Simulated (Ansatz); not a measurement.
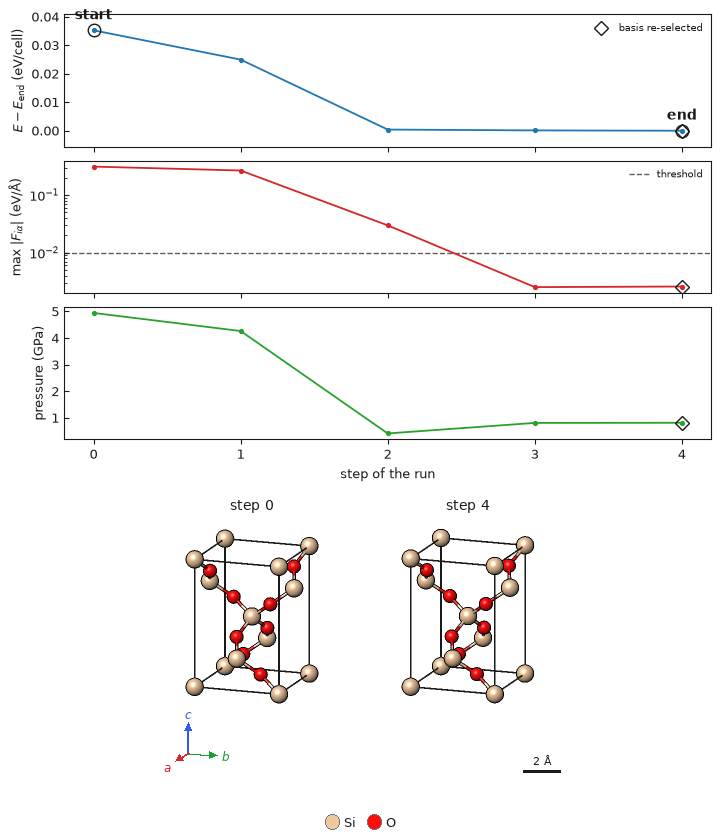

First and last geometry of a relaxation of crystalline SiO₂ (set up in I-42d), with the history of the run. The picture is a ball-and-stick view of the conventional cell (2 times the calculation's cell), seen slightly off an axis. Lengths and directions refer to the drawn axes.

Computed with Ansatz, DFT PBE, scalar-relativistic, plane waves, PAW.

Input
```yaml
crystal:
  lattice:
    - [-2.4883535878, 2.4883535878, 3.6521895262]
    - [2.4883535878, -2.4883535878, 3.6521895262]
    - [2.4883535878, 2.4883535878, -3.6521895262]
  atoms:
    - { symbol: Si, position: [0.0, 0.0, 0.0] }
    - { symbol: Si, position: [0.75, 0.25, 0.5] }
    - { symbol: O, position: [0.9668890694, 0.625, 0.8418890694] }
    - { symbol: O, position: [0.375, 0.2168890694, 0.3418890694] }
    - { symbol: O, position: [0.7831109306, 0.125, 0.1581109306] }
    - { symbol: O, position: [0.875, 0.0331109306, 0.6581109306] }
basis:
  ecutwfc: 420
kpoints:
  mp_grid: { grid: [6, 6, 6] }
hamiltonian:
  xc: pbe
scf:
  occupations: { method: gaussian, width: 0.02 }
output:
  forces: true
  stress: true
  eigenvalues: true
relax:
  adjacent_minimum: "off"
  f_tol: 0.01
  max_steps: 30
  cell: { stress_tol: 0.1, fix: [volume] }
```

Command:
```bash
ansatz run input.yaml --threads 1 --pin off --max-ram 2560MiB --backend cpu --events-out ev --progress --plain --runs-dir out
```

> Did the run converge, and what did it change?

It converged. After 3 accepted moves (4 points after the start) the energy has fallen by 35.3 meV per cell of the calculation. Largest force component: 0.31 eV/Å at the start, 0.0026 eV/Å at the end. Pressure: 4.94 GPa at the start and 0.82 GPa at the end. At 1 point the geometry stayed and the basis and grid were re-selected for the new cell (energy shift of 0.1 meV per cell of the calculation at most each time). The largest moves relative to the cell, 0.054 Å, are those of O3, O4, O5 and O6. O5 goes along −b. Si stays in place. The drawn cell changes at constant volume: a = b 4.977 → 4.962 Å (−0.3 %), c 7.304 → 7.346 Å (+0.6 %). Some distances before and after: Si1–O3 1.610 → 1.626 Å. Among the angles between lasting bonds that change: Si1–O6–Si2 147.0° → 143.4°. The space group stays I-42d (No. 122). Cost: 68 s on 1 thread of AMD EPYC (Zen 3), with other jobs on the host, peak memory 0.36 GiB.

```csv
step,"E − E(0), meV/atom","largest force component, eV/Å","pressure, GPa",note
0,0.00,0.3131,4.94,
1,-1.71,0.2677,4.27,
2,-5.81,0.0298,0.42,
3,-5.86,0.0025,0.82,
4,-5.88,0.0026,0.82,"same geometry, new basis"
```
